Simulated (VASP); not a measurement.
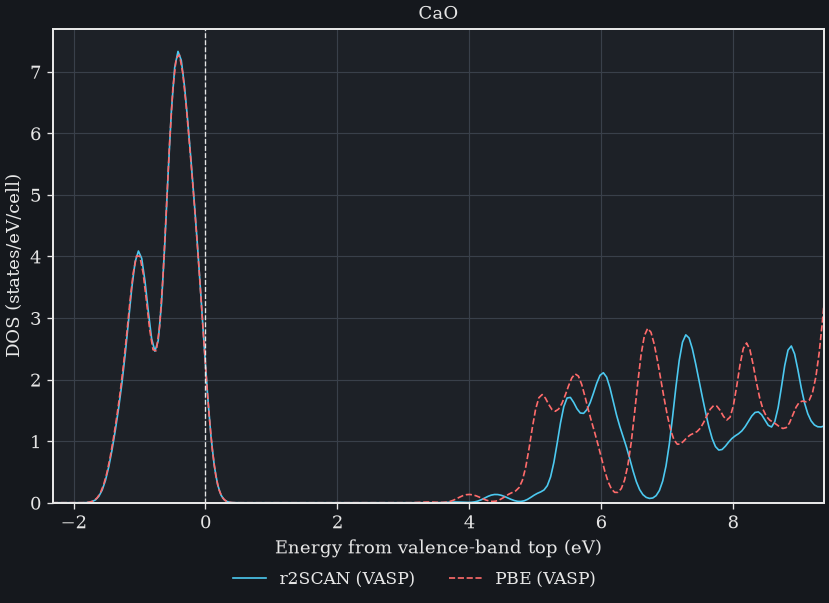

Total densities of states of CaO, space group I-4m2 (No. 119), 2 atoms in the cell, zincblende type, biaxial (xy) strain −0.9%, by two methods on the same cell. The curves are built from the levels of the k mesh with Gaussians 0.3 eV wide, which also blur the band edges. Each is counted from its own valence-band top.

How do the methods compare?

r2SCAN (VASP) gives a gap of 3.79 eV and PBE (VASP) gives a gap of 3.38 eV.

Settings. r2SCAN (VASP): DFT, r2SCAN, plane waves, PAW, 8×8×8 k mesh, 520 eV cutoff (VASP). PBE (VASP): DFT, PBE, plane waves, PAW, 8×8×8 k mesh, 520 eV cutoff, Fermi-Dirac smearing of 0.02 eV (VASP).
